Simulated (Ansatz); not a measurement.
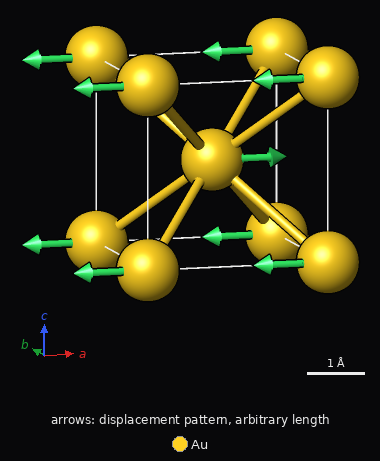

The lowest mode of a crystal of Au, space group Im-3m (No. 229), at the zone centre of a doubled cell. The green arrows are the displacements of the atoms (eigenvector over the root of the mass), of arbitrary overall length and sign. Style: ball-and-stick. Shown: the conventional cell, slightly off an axis. Lengths and directions refer to the drawn axes.

The calculation used DFT PBEsol, scalar-relativistic, plane waves, PAW in Ansatz 0.2.0.

Input
```yaml
crystal:
  lattice:
    - [0.0, -3.314538, 0.0]
    - [-3.314538, 0.0, 0.0]
    - [0.0, 0.0, -3.314538]
  atoms:
    - { symbol: Au, position: [0.5, 0.5, 0.5] }
    - { symbol: Au, position: [0.0, 0.0, 0.0] }
basis:
  ecutwfc: 420
kpoints:
  mp_grid: { grid: [14, 14, 14] }
hamiltonian:
  xc: pbesol
scf:
  occupations: { method: gaussian, width: 0.15 }
output:
  eigenvalues: true
phonons:
  method: fd
  supercell: [1, 1, 1]
  amplitude: 0.02
  eigenvectors: true
  dielectric: false
```

Launched with:
```bash
ansatz run input.yaml --threads 2 --pin off --max-ram 5120MiB --backend cpu --events-out ev --progress --plain --runs-dir out
```

Q: Is the structure stable against all modes at this point?

A: Yes: this softest mode has a real frequency, and so have all others here. That speaks for this wave vector alone: the rest of the zone wasn't checked in this run. This is a triply degenerate mode (one member of the set is drawn) at 114 cm⁻¹, the only level (the three translations aside). All motion is along a; atoms of one kind move against one another, with no net shift of their sublattice. It changes sign from one half of the doubled cell to the other: it belongs to the zone boundary, q = (1/2, 1/2, 1/2) in the reciprocal vectors of the undoubled cell.
